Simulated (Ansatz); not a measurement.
System: BaTiO₃, space group P4mm (No. 99).

Input of the run:
```
crystal:
  lattice:
    - [3.9553036445, 0.0, 0.0]
    - [0.0, 3.9553036445, 0.0]
    - [0.0, 0.0, 4.0449751989]
  atoms:
    - { symbol: Ba, position: [0.0, 0.0, -0.0019787066] }
    - { symbol: Ti, position: [0.5, 0.5, 0.4827690788] }
    - { symbol: O, position: [0.5, 0.5, 0.0278958972] }
    - { symbol: O, position: [0.5, 0.0, 0.5171568654] }
    - { symbol: O, position: [0.0, 0.5, 0.5171568654] }
kpoints:
  mp_grid: { grid: [6, 6, 6] }
hamiltonian:
  xc: pbesol
scf:
  occupations: { method: fixed }
phonons:
  method: dfpt
  dielectric: true
  qpoints: [[0, 0, 0]]
  rigid_motions: translations
```

Run as:
```bash
ansatz run input.yaml --threads 4 --pin off --max-ram 7372MiB --backend cpu --events-out ev --progress --plain --runs-dir out
```

How it was computed, with Ansatz 0.2.0: Born effective charges by linear response at the zone centre, in units of the proton charge, Cartesian axes of the given cell; DFT, PBEsol, plane waves, PAW. Level: PBEsol, no spin polarisation.

- periodic directions: 3
- potentials: PAW
- wave cutoff: 420 eV
- k mesh: 6×6×6

What does the calculation give for the mean Born effective charge of each atom? The cases: Ba; Ti; O 1; O 2; O 3.

The largest in size is that of Ti, 6.59 e, and the charges add up to 0.00 e. O 2 and O 3 are equally anisotropic; for O 2: its diagonal components run from −5.61 to −1.97 e.

| atom | mean Born effective charge (e) | Born charge xx (e) | Born charge zz (e) |
| --- | --- | --- | --- |
| Ba | 2.79 | 2.760 | 2.860 |
| Ti | 6.59 | 7.023 | 5.731 |
| O 1 | −2.91 | −2.033 | −4.655 |
| O 2 | −3.24 | −2.140 | −1.968 |
| O 3 | −3.24 | −5.611 | −1.968 |

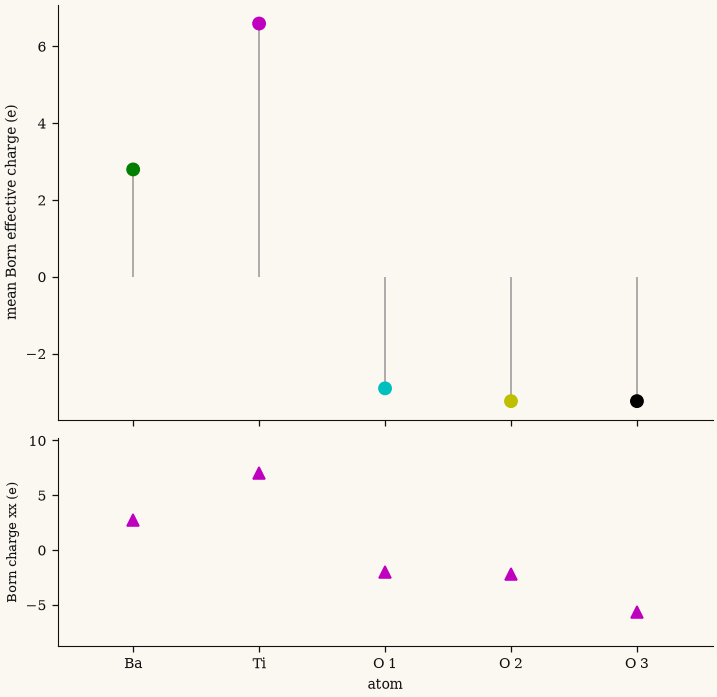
